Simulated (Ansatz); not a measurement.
# ZnO with one Zn vacancy: vacancy hop, part 3 of 3

Aim: the minimum-energy path and barrier of the vacancy hop. The ends are relaxed first, then joined by a nudged elastic band. Host space group P6_3mc.

Ansatz 0.2.0; DFT PBEsol, plane waves, PAW, scalar-relativistic, no spin polarisation. The steps go on from the part before.

## Step 9: The band again, with other settings

crystal.atoms is end A as relaxed above, and neb.final_atoms is end B. With 3 inner images the band has 5 in all.

File input.yaml:

```yaml
crystal:
  lattice:
    - [-3.237351, -5.607256, 0.0]
    - [4.856027, -2.803628, 0.0]
    - [0.0, 0.0, 5.222061]
  atoms:
    - { symbol: Zn, position: [0.50178533, 0.66548028, 0.4999045] }
    - { symbol: Zn, position: [0.50370176, 0.33096559, 0.00729856] }
    - { symbol: O, position: [0.49863726, 0.6667388, 0.8777927] }
    - { symbol: O, position: [0.47022514, 0.35028218, 0.37030079] }
    - { symbol: Zn, position: [0.24922905, 0.16777764, 0.5065989] }
    - { symbol: Zn, position: [0.24930328, 0.8312914, 0.00416304] }
    - { symbol: O, position: [0.24927747, 0.16592024, 0.88203623] }
    - { symbol: O, position: [0.24929543, 0.83862981, 0.38429365] }
    - { symbol: Zn, position: [-0.00320145, 0.66542956, 0.49990767] }
    - { symbol: Zn, position: [-0.00513003, 0.33095067, 0.00730304] }
    - { symbol: O, position: [-6.66e-06, 0.66672377, 0.87778471] }
    - { symbol: O, position: [0.02821102, 0.35019398, 0.37031132] }
    - { symbol: Zn, position: [0.7493092, 0.83921087, 0.00315609] }
    - { symbol: O, position: [0.74927708, 0.16760132, 0.91338751] }
    - { symbol: O, position: [0.7492822, 0.7944491, 0.36677878] }
basis:
  ecutwfc: 420.0
kpoints:
  mp_grid: { grid: [2, 2, 2] }
hamiltonian:
  xc: pbesol
  pseudopotentials: { kind: paw, azcp: { folder: soft_1 } }
scf:
  occupations: { method: fermi_dirac, width: 0.05 }
  lower_state_search: "off"
  max_iter: 83
neb:
  images: 3
  f_tol: 0.05
  max_iterations: 50
  order_check: false
  max_displacement: 1.0
  optimiser: fire
  final_atoms:
    - { symbol: Zn, position: [0.50000003, 0.66854346, 0.50239172] }
    - { symbol: Zn, position: [0.50000002, 0.33211845, 0.00476819] }
    - { symbol: O, position: [0.50000003, 0.66132018, 0.88246343] }
    - { symbol: O, position: [0.50000002, 0.33405887, 0.38012357] }
    - { symbol: Zn, position: [0.24560705, 0.16888804, 0.50537419] }
    - { symbol: Zn, position: [0.24749239, 0.83447883, -0.00200168] }
    - { symbol: O, position: [0.27910839, 0.1496895, 0.86831545] }
    - { symbol: O, position: [0.25074846, 0.83312284, 0.37585213] }
    - { symbol: Zn, position: [3.0e-08, 0.66052072, 0.50104339] }
    - { symbol: Zn, position: [-0.24560704, 0.168888, -0.49462581] }
    - { symbol: O, position: [3.0e-08, 0.70563813, 0.8646986] }
    - { symbol: O, position: [2.0e-08, 0.33210847, 0.41131955] }
    - { symbol: Zn, position: [0.75250769, 0.83447886, -0.00200168] }
    - { symbol: O, position: [0.72089163, 0.14968953, 0.86831545] }
    - { symbol: O, position: [0.74925162, 0.83312288, 0.37585213] }
```

Launch:

```bash
$ ansatz run input.yaml --threads 1 --pin off --max-ram 3072MiB --backend cpu --events-out ev --progress --plain --runs-dir out
```

The program printed:

```text
Warning: neb: disabling space-group detection — the band's intermediate images generally break the endpoint symmetry, so no spatial operation reduces the k-mesh or symmetrises the density, except that a semilocal band can use its path's symmetry ahead of convergence; time reversal is kept, so that k and −k are solved as one point where they differ and the mesh holds both, and exact exchange and, on two spinor components, a DFT+U term hold to it where the run has them: on two components no moment then forms, and a state that bears one, which a typed moment (crystal.atoms[].spin; refused beside efield: under a hybrid functional) reaches, can lie lower, under hf by electronvolts; crystal.symmetry.detect: false (a key that needs symmetry detection or time reversal refuses this as the deck is read) with time_reversal: false beside it drops time reversal too
Warning: <dir> the record states the generating functional pbe (its physics header spells it `PBE`), which answers neither for hamiltonian.xc's functional nor for the pbesol family's — results may be inconsistent (PPs are generated against a specific XC)
Warning: <dir> the record states the generating functional pbe (its physics header spells it `PBE`), which answers neither for hamiltonian.xc's functional nor for the pbesol family's — results may be inconsistent (PPs are generated against a specific XC)
Warning: between the path's two end points as given, atom 9 moves 3.181 Å, but a periodic copy of its final position lies 3.165 Å from its initial position (atoms with a nearer copy: 1). The path is placed between the positions as given. If the final geometry was wrapped back into the cell, it goes the long way round and its barrier is wrong: give each position of final_atoms that was wrapped, be it another atom's, in the copy that is meant, in a crystal or on a slab the one nearest to the atom's initial position, of atoms alone in their cell the one beside the others as in crystal.atoms, all in one place with crystal.atoms. If the atom really moves that far, or all atoms stand shifted by as much, ignore this warning
Warning: RAYON_NUM_THREADS=1 ignored (pool sized by the plan → 1); use --threads N
Engine: ansatz 0.2.0, aarch64-unknown-linux-gnu
Pseudopotentials: kind: paw
Pseudopotential: Zn, paw, valence charge 12, recommended cutoff 420 eV (normal), <dir>
Pseudopotential: O, paw, valence charge 6, recommended cutoff 420 eV (normal), <dir>
Functional definition: PBEsol
  exchange = pbesol_x
  correlation = pbesol_c
NEB image 0
Crystal: 15 atoms, lattice volume = 189.589 Å³
Basis set: ecut = 420 eV, 3719 PW (Γ), exchange–correlation on 90×80×72 points (8 copies of the dense FFT grid, shifted against one another)
Bands: 81, of which v1, the nominal top of the filled ones, is band 66 counted from 1 (65 counted from 0)
Symmetry: 1 space group operations
k-points: 8
Non-local potential: Zn, projectors of the file, l = 0: 2, l = 1: 2, l = 2: 3, l = 3: 1
Non-local potential: O, projectors of the file, l = 0: 2, l = 1: 2, l = 2: 1
PAW form: soft (Blöchl's): semilocal exchange-correlation on the pseudo side does not see the compensation charge
PAW frozen core: Zn, regenerated for the run's functional, and the local potential with it (the file was generated under x = pbe(κ = 0.804, μ = 0.2195149727645171), c = pbe(β = 0.06672455060314922))
PAW frozen core: O, regenerated for the run's functional, and the local potential with it (the file was generated under x = pbe(κ = 0.804, μ = 0.2195149727645171), c = pbe(β = 0.06672455060314922))
PAW one-centre angular grid: Zn, 590 points (default); XC on 64 Gauss nodes
PAW one-centre angular grid: O, 110 points (default); XC on 64 Gauss nodes
Initial density: superposition of atomic densities (chi_scale 0.1, normalization cell, long waves kept (reshape's long-wave potential 0.18 eV rms))
Initial wavefunctions: pseudopotential atomic-orbital guess
Functional: x = pbesol(κ = 0.804, μ = 0.12345679012345678), c = pbesol(β = 0.046)
SCF iter   1: F=—  HF=-27454.137431 eV  |F-HF|=—  |Δ(HF+E_count)|=         —  Δρ=1.11e-1  dr2=1.39e1  ethr=3.10e-3  ⟨swp⟩=6.0  Hψ=2869  notcnv=0  defer=17
preconditioner: auto → LDOS  [metal: Δε(μ)=0.065 eV  Ē_g=13.682 eV  σ=0.050 eV  W_gap=0.29  n_scr=56 (ndim 8)  ℏωp=31.0 eV  f_vac=0.054  D(μ)=8.50/eV (n_scr^D=80)  β→1.0]
SCF iter   2: F=—  HF=-27453.360266 eV  |F-HF|=—  |Δ(HF+E_count)|=   7.77e-1  Δρ=1.06e-1  dr2=1.29e1  ethr=3.10e-3  ⟨swp⟩=3.4  Hψ=1501  notcnv=0  defer=61
SCF iter   3: F=—  HF=-27450.888182 eV  |F-HF|=—  |Δ(HF+E_count)|=    2.47e0  Δρ=2.78e-2  dr2=1.18e0  ethr=3.10e-3  ⟨swp⟩=2.2  Hψ=1277  notcnv=0  defer=62
SCF iter   4: F=—  HF=-27450.687481 eV  |F-HF|=—  |Δ(HF+E_count)|=   2.01e-1  Δρ=1.13e-2  dr2=2.14e-1  ethr=8.96e-4  ⟨swp⟩=3.0  Hψ=1226  notcnv=0  defer=66
SCF iter   5: F=—  HF=-27450.674315 eV  |F-HF|=—  |Δ(HF+E_count)|=   1.32e-2  Δρ=4.86e-3  dr2=4.64e-2  ethr=1.62e-4  ⟨swp⟩=3.0  Hψ=1096  notcnv=0  defer=66
SCF iter   6: F=—  HF=-27450.669739 eV  |F-HF|=—  |Δ(HF+E_count)|=   4.58e-3  Δρ=3.12e-3  dr2=1.76e-2  ethr=3.51e-5  ⟨swp⟩=2.0  Hψ=1094  notcnv=0  defer=66
SCF iter   7: F=—  HF=-27450.668077 eV  |F-HF|=—  |Δ(HF+E_count)|=   1.66e-3  Δρ=1.23e-3  dr2=3.36e-3  ethr=1.33e-5  ⟨swp⟩=3.0  Hψ=1137  notcnv=0  defer=66
SCF iter   8: F=—  HF=-27450.667866 eV  |F-HF|=—  |Δ(HF+E_count)|=   2.11e-4  Δρ=6.80e-4  dr2=8.24e-4  ethr=2.54e-6  ⟨swp⟩=1.0  Hψ=624  notcnv=0  defer=66
SCF iter   9: F=—  HF=-27450.667752 eV  |F-HF|=—  |Δ(HF+E_count)|=   1.15e-4  Δρ=2.70e-4  dr2=1.51e-4  ethr=6.24e-7  ⟨swp⟩=2.8  Hψ=1057  notcnv=0  defer=66
SCF iter  10: F=—  HF=-27450.667729 eV  |F-HF|=—  |Δ(HF+E_count)|=   2.28e-5  Δρ=9.21e-5  dr2=1.43e-5  ethr=1.15e-7  ⟨swp⟩=2.1  Hψ=909  notcnv=0  defer=66
SCF iter  11: F=—  HF=-27450.667740 eV  |F-HF|=—  |Δ(HF+E_count)|=   1.10e-5  Δρ=6.57e-5  dr2=6.85e-6  ethr=1.08e-8  ⟨swp⟩=2.0  Hψ=1077  notcnv=0  defer=66
SCF iter  12: F=—  HF=-27450.667739 eV  |F-HF|=—  |Δ(HF+E_count)|=   1.04e-6  Δρ=3.03e-5  dr2=1.55e-6  ethr=5.19e-9  ⟨swp⟩=2.2  Hψ=927  notcnv=0  defer=66
SCF iter  13: F=—  HF=-27450.667738 eV  |F-HF|=—  |Δ(HF+E_count)|=   2.15e-7  Δρ=1.55e-5  dr2=4.04e-7  ethr=1.17e-9  ⟨swp⟩=2.6  Hψ=1111  notcnv=0  defer=66
SCF iter  14: F=-27450.667738 eV  HF=-27450.667738 eV  |F-HF|=2.91e-8  |Δ(HF+E_count)|=   5.79e-8  Δρ=4.25e-6  dr2=3.14e-8  ethr=7.58e-11  ⟨swp⟩=3.0  Hψ=2588  notcnv=0
SCF 1 converged in 14 iterations: F = -27450.667738 eV  dr2 = 3.14e-8
NSCF: frozen V_eff on 8 k-points
NEB image 4
[... 13 lines left out ...]
[...]
NSCF: frozen V_eff on 8 k-points
NEB end point (image 0): max|allowed force component| = 4.872e-3 eV/Å (the criterion of neb.relax_end_points is 1.000e-2)
NEB end point (image 4): max|allowed force component| = 5.436e-3 eV/Å (the criterion of neb.relax_end_points is 1.000e-2)
NEB image 1
[... 2 lines left out ...]
NEB image 2
[... 2 lines left out ...]
NEB image 3
[... from here on, the SCF cycles and remarks between the steps are left out, and one step in 2 is shown ...]
NEB iter   1: max|band force component| = 4.447e1 eV/Å  barrier→ = 10.2142 eV  barrier← = 10.2142 eV  Δτ_max = 0.7699 Å  (72 SCF iters)
NEB iter   2: max|band force component| = 1.166e1 eV/Å  barrier→ = 6.7085 eV  barrier← = 6.7085 eV  Δτ_max = 0.0509 Å  (48 SCF iters)
NEB iter   4: max|band force component| = 4.153e0 eV/Å  barrier→ = 4.0337 eV  barrier← = 4.0337 eV  Δτ_max = 0.1028 Å  (34 SCF iters)
NEB iter   6: max|band force component| = 2.761e0 eV/Å  barrier→ = 2.6940 eV  barrier← = 2.6940 eV  Δτ_max = 0.0125 Å  (34 SCF iters)
NEB iter   8: max|band force component| = 2.706e0 eV/Å  barrier→ = 2.4393 eV  barrier← = 2.4393 eV  Δτ_max = 0.0374 Å  (27 SCF iters)
NEB iter  10: max|band force component| = 2.399e0 eV/Å  barrier→ = 1.9169 eV  barrier← = 1.9169 eV  Δτ_max = 0.0604 Å  (29 SCF iters)
NEB iter  12: max|band force component| = 1.422e0 eV/Å  barrier→ = 1.3545 eV  barrier← = 1.3545 eV  Δτ_max = 0.0805 Å  (30 SCF iters)
NEB iter  14: max|band force component| = 2.615e0 eV/Å  barrier→ = 1.3041 eV  barrier← = 1.3041 eV  Δτ_max = 0.0042 Å  (29 SCF iters)
NEB iter  16: max|band force component| = 1.990e0 eV/Å  barrier→ = 1.2366 eV  barrier← = 1.2366 eV  Δτ_max = 0.0112 Å  (21 SCF iters)
NEB iter  18: max|band force component| = 9.381e-1 eV/Å  barrier→ = 1.1535 eV  barrier← = 1.1535 eV  Δτ_max = 0.0149 Å  (22 SCF iters)
NEB iter  20: max|band force component| = 6.415e-1 eV/Å  barrier→ = 1.1254 eV  barrier← = 1.1254 eV  Δτ_max = 0.0147 Å  (24 SCF iters)
NEB iter  22: max|band force component| = 8.816e-1 eV/Å  barrier→ = 1.1252 eV  barrier← = 1.1252 eV  Δτ_max = 0.0038 Å  (17 SCF iters)
NEB iter  24: max|band force component| = 6.020e-1 eV/Å  barrier→ = 1.1119 eV  barrier← = 1.1119 eV  Δτ_max = 0.0064 Å  (20 SCF iters)
NEB iter  26: max|band force component| = 5.853e-1 eV/Å  barrier→ = 1.1005 eV  barrier← = 1.1005 eV  Δτ_max = 0.0068 Å  (22 SCF iters)
NEB iter  28: max|band force component| = 5.681e-1 eV/Å  barrier→ = 1.0965 eV  barrier← = 1.0965 eV  Δτ_max = 0.0103 Å  (23 SCF iters)
NEB iter  30: max|band force component| = 5.382e-1 eV/Å  barrier→ = 1.0915 eV  barrier← = 1.0915 eV  Δτ_max = 0.0158 Å  (23 SCF iters)
NEB iter  32: max|band force component| = 5.678e-1 eV/Å  barrier→ = 1.0784 eV  barrier← = 1.0784 eV  CI = image 2  Δτ_max = 0.0236 Å  (24 SCF iters)
NEB iter  34: max|band force component| = 7.482e-1 eV/Å  barrier→ = 1.0853 eV  barrier← = 1.0853 eV  CI = image 2  Δτ_max = 0.0328 Å  (25 SCF iters)
NEB iter  36: max|band force component| = 3.716e-1 eV/Å  barrier→ = 1.0997 eV  barrier← = 1.0997 eV  CI = image 2  Δτ_max = 0.0414 Å  (26 SCF iters)
NEB iter  38: max|band force component| = 4.995e-1 eV/Å  barrier→ = 1.1269 eV  barrier← = 1.1269 eV  CI = image 2  Δτ_max = 0.0067 Å  (28 SCF iters)
NEB iter  40: max|band force component| = 3.657e-1 eV/Å  barrier→ = 1.1275 eV  barrier← = 1.1275 eV  CI = image 2  Δτ_max = 0.0137 Å  (24 SCF iters)
NEB iter  42: max|band force component| = 2.403e-1 eV/Å  barrier→ = 1.1324 eV  barrier← = 1.1324 eV  CI = image 2  Δτ_max = 0.0197 Å  (25 SCF iters)
NEB iter  44: max|band force component| = 3.053e-1 eV/Å  barrier→ = 1.1390 eV  barrier← = 1.1390 eV  CI = image 2  Δτ_max = 0.0249 Å  (25 SCF iters)
NEB iter  46: max|band force component| = 2.363e-1 eV/Å  barrier→ = 1.1408 eV  barrier← = 1.1408 eV  CI = image 2  Δτ_max = 0.0055 Å  (27 SCF iters)
NEB iter  48: max|band force component| = 2.021e-1 eV/Å  barrier→ = 1.1400 eV  barrier← = 1.1400 eV  CI = image 2  Δτ_max = 0.0048 Å  (22 SCF iters)
NEB iter  50: max|band force component| = 1.987e-1 eV/Å  barrier→ = 1.1395 eV  barrier← = 1.1395 eV  CI = image 2  Δτ_max = 0.0012 Å  (20 SCF iters)
Step failed. What follows is not a result of the run: it is the report of the last solve that finished, which converged after 6 SCF iterations.
Free energy (F): -27450.033892 eV
Harris-Foulkes:  -27450.033892 eV  (|F-HF|=3.77e-8)
Internal energy: -27449.936462 eV  (E = F + TS)
E sigma→0 (E₀):  -27449.985177 eV
Entropy (-TS):   -0.097430 eV (-6.495 meV/atom)
Fermi energy:    5.424255 eV
--- Per-component energies (eV) ---
  E_band       = 8.851840
  E_kinetic    = 2361.103656
  E_local      = -17085.575922  (includes V_loc(G=0)·N_el)
  E_nonlocal   = 6187.866335
  E_hartree    = 6452.166815
  E_xc         = -1101.701883
  E_vxc        = -1074.569848  (∫ρ·V_xc dr)
  E_paw        = -14276.851101  (= ΣΔE_a)
  E_vpaw       = -3284.324666  (= ΣTr[D̂ρ^β])
  E_aug_tail   = 0.004466  (compensation charges beyond the density's cutoff)
  E_ewald      = -9992.812623
  E_core_change = 5.863794  (= ΣΔE_core)
  E_smearing   = -0.097430  (= −TS)
  E_closure    = -0.000000  (closes the sum)
  Σ components = -27450.033892   (vs F -27450.033892, Δ=0.00e0)
--- Forces (eV/Å), atoms counted from 1 ---
  atom   1  Zn     0.01252955    -0.02853973     0.04367857
  atom   2  Zn    -0.05225379    -0.11093178     0.07833187
  atom   3  O     -0.00691733    -0.04423177     0.08329698
  atom   4  O     -0.18700845    -0.14844074     0.14937454
  atom   5  Zn     0.06295440     0.01851996     0.07645963
  atom   6  Zn     0.01338248    -0.04064503     0.05570879
  atom   7  O     -0.10762164    -0.18038902     0.07072404
  atom   8  O     -0.00121113    -0.00221610     0.05971676
  atom   9  Zn    -0.04855451     0.02570393     0.10749786
  atom  10  Zn     0.01712235     0.89414139    -0.91159877
  atom  11  O      0.07798142    -0.08471351     0.06252964
  atom  12  O      0.00405626     0.01965414     0.00796803
  atom  13  Zn     0.04058988    -0.05248170     0.04017999
  atom  14  O     -0.00718794    -0.10484991    -0.04242673
  atom  15  O      0.18214988    -0.16058626     0.11855821
  max |Σ_I F_I| component: 1.14e-5 eV/Å
--- Band table (eV; the first three rows and the last of 8) ---
[... 4 lines left out ...]
End of that report.
this run last wrote the band of iteration 50 to <dir>
Error: NEB band did not converge after 50 iterations: max|band force component| = 1.99e-1 eV/Å (threshold 5.0e-2); raise `neb.max_iterations` in a new run, which can start from the last band evaluated (`neb.initial_path`, with `crystal.atoms` and `neb.final_atoms` set to its first and last images), add images, or start from endpoints closer to local minima. Where this run's directory can be resumed (`checkpoint.write`), a resume goes on for up to `neb.max_iterations` more; to start a new run from the last band, take its images' positions from the `neb_iteration` event of iteration 50 (`data.images[].positions_ang`), in the event stream of the run that computed that iteration (not this run's, if it was resumed behind it). With `checkpoint.write`, `steps/00-neb/state/checkpoint.json` in the run directory holds the last saved band, under `neb.evaluated.images[].positions_ang` (a band under a hybrid functional on support functions is neither saved nor resumed: `neb.initial_path` says where its path is): check the last entry of `neb.iterations` there, which is earlier than 50 if that iteration was not saved or its write failed. If the band's step has no `state` directory and holds `state.next`, a write was cut short, and the file is under `state.next` instead (behind a loss of power it can be under `state.prev`)
this run wrote the band of iteration 50 to <dir> as well, whether or not its events were kept: a new run's `neb.initial_path` can list its `images[].positions_ang`
a run's events are kept only if it was started with --events-out <file>, and are in that file
```

It took 16 min on 1 thread of Arm Neoverse V2, shared host; peak memory 0.64 GiB.

## Step 10: The band, image by image

The run ended unconverged after 50 band iterations. The table shows its last band, which is no minimum-energy path. The 3 inner images lie between the fixed ends 0 and 4. Energy is taken from image 0, and the path length is the program's own coordinate along the band.

| image | path (Å) | energy (eV) | Zn10 x y z (Å) | band force (eV/Å) |
| --- | --- | --- | --- | --- |
| 0 | 0.000 | 0.0000 | 1.62 -0.90 0.04 | - |
| 1 | 1.072 | 0.4816 | 1.63 -0.70 -0.88 | 0.035 |
| 2* | 2.143 | 1.1395 | 1.55 -0.04 -1.62 | 0.199 |
| 3 | 2.882 | 0.6338 | 1.57 0.47 -2.15 | 0.034 |
| 4 | 3.623 | 0.0000 | 1.62 0.90 -2.58 | - |

The star marks the climbing image.

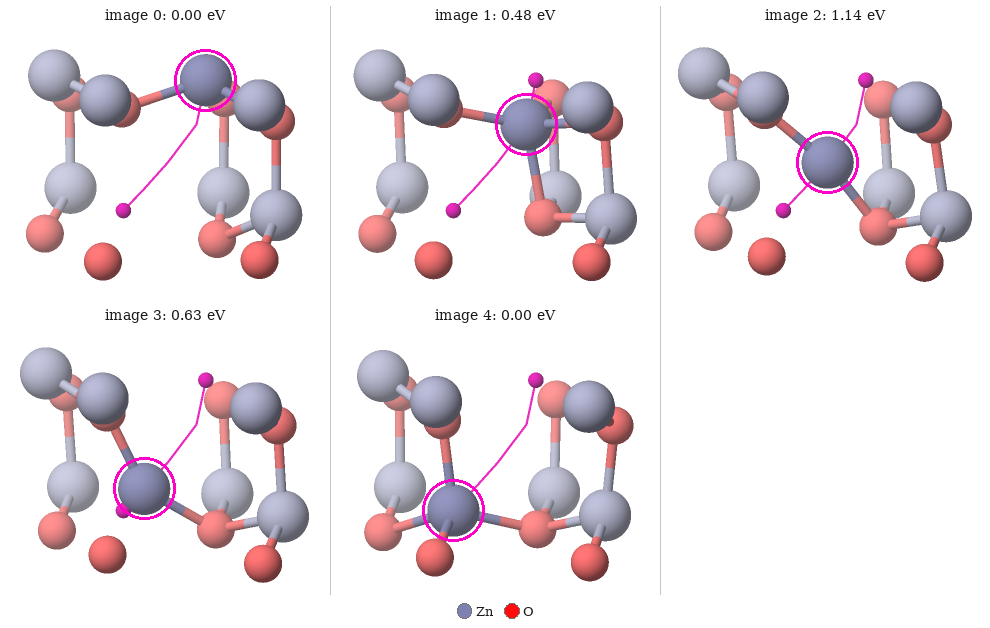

The images of the last band, seen slightly off an axis. Ringed: Zn10. The magenta line is the track of the ringed atom over the whole band, with dots at its ends. Each atom of the cell is drawn once, at one copy chosen for all pictures, so bonds across the cell's faces may be missing; the others are paled. Sticks join atoms closer than a bonding distance in each image.

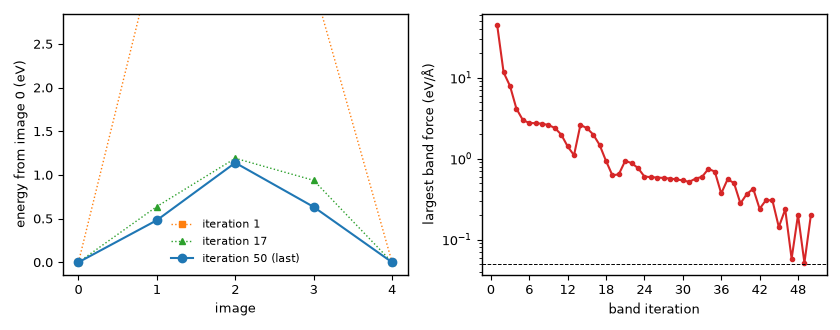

Left: energy of each image for early iterations and the last one (lines only join the points; early values far above the last band run off the scale). Right: the largest band force by iteration, with the threshold dashed.

## Step 11: What came out

What follows sums up all 3 parts.

| quantity | value |
| --- | --- |
| end A | 4 moves, 0.575 eV lower |
| end B | 4 moves, 0.451 eV lower |
| first band: barrier forwards | 1.14 eV |
| first band: barrier backwards | 1.14 eV |
| first band: second end relative to first | 0.000 eV |
| first band: highest image | 4 of 0 to 6, climbing |
| first band: band iterations | 11 |
| first band: lowest curvatures at the top | -2.00 and 0.54 eV/Å² |
| second band | not converged, 50 iterations, 3 inner images |
| time, first and second band | 12 min and 16 min |

What this shows: In the first band: along this path the system climbs 1.14 eV from the first end (44 kT at 300 K), which at an assumed attempt frequency of 10^13 s⁻¹ means a rate near 10^-6 s⁻¹. The two ends lie within 1 meV of each other. The program found one negative curvature at the climbing image, so it is a first-order saddle. As for the second band: the largest step an iteration is several times the usual. The value is not shown to be converged in cell size (15 atoms) or k-mesh.
